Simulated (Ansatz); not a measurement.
Input of the run:

```yaml
crystal:
  lattice:
    - [-2.0000686112, 2.0000686112, 5.1236788559]
    - [2.0000686112, -2.0000686112, 5.1236788559]
    - [2.0000686112, 2.0000686112, -5.1236788559]
  atoms:
    - { symbol: Sn, position: [0.0, 0.0, 0.0] }
    - { symbol: Sn, position: [0.75, 0.25, 0.5] }
    - { symbol: O, position: [0.54652259, 0.04652259, 0.5] }
    - { symbol: O, position: [0.20347741, 0.20347741, 0.0] }
    - { symbol: O, position: [0.95347741, 0.45347741, 0.5] }
    - { symbol: O, position: [0.79652259, 0.79652259, 0.0] }
hamiltonian:
  xc: r2scan
  pseudopotentials: { kind: paw }
kpoints:
  mp_grid: { grid: [9, 9, 9] }
  band_path:
    path:
      - [[0.0, 0.0, 0.0], [-0.5, 0.5, 0.0], [-0.5, 0.5, -0.0761896521], [-0.2880948261, 0.2880948261, -0.2880948261], [0.0, 0.0, 0.0], [0.5, 0.5, -0.5], [0.2880948261, 0.7119051739, -0.7119051739], [0.0, 0.5, -0.5], [-0.25, 0.75, -0.25], [0.0761896521, 0.9238103479, -0.5], [0.5, 0.5, -0.5]]
      - [[-0.5, 0.5, 0.0], [-0.25, 0.75, -0.25]]
    npoints: 14
scf:
  occupations: { method: fermi_dirac, width: 0.05 }
  n_extra_bands: 15
output:
  forces: true
  stress: true
  eigenvalues: true
  fatbands: true
```

System: SnO₂, space group I4_1/amd (No. 141), 6 atoms in the primitive cell.

Method: r2SCAN, Ansatz PAW, no spin polarisation, no spin-orbit coupling, 9×9×9 k mesh, 500 eV cutoff, Fermi-Dirac smearing of 0.05 eV (Ansatz 0.2.0).

Predict the main features of the band structure. The path is Γ–X–Y–Σ–Γ–Z–Σ1–N–P–Y1–Z|X–P.

A semiconductor. The gap along this path is 2.27 eV and indirect, from the valence-band top at P to the conduction-band bottom at Γ; the smallest direct gap is 2.67 eV, at Γ. At X the top valence band lies only 0.04 eV lower. Two bands meet at the valence-band top at P: it is doubly degenerate (spin aside). The direct gaps are 6.00 eV at Σ1, 6.00 eV at Σ and 2.67 eV at Γ.

The PAW data sets were made with another functional. LDA, GGA and most meta-GGA functionals understate gaps. The usual form of SnO2 is rutile. In reduced coordinates of the cell that was run, X is (−0.5, 0.5, 0), Y is (−0.5, 0.5, −0.076), Σ is (−0.288, 0.288, −0.288), Z is (0.5, 0.5, −0.5), Σ1 is (0.288, 0.712, −0.712), N is (0, 0.5, −0.5), P is (−0.25, 0.75, −0.25) and Y1 is (0.076, 0.924, −0.5).

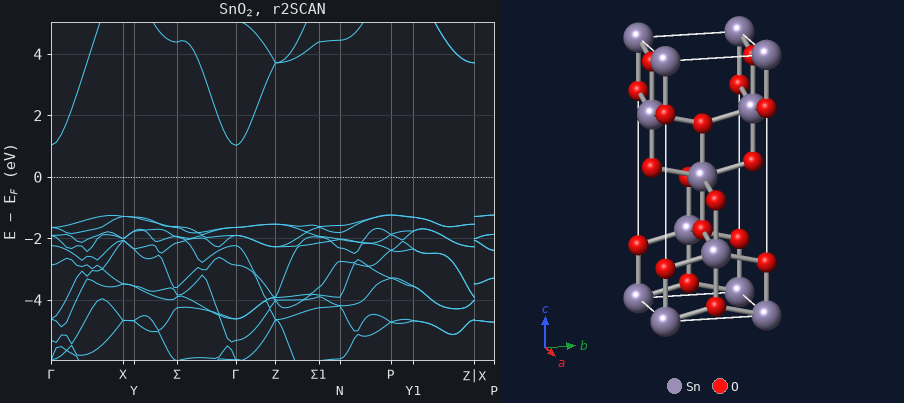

Band structure, beside the structure. Energies are counted from the Fermi level.
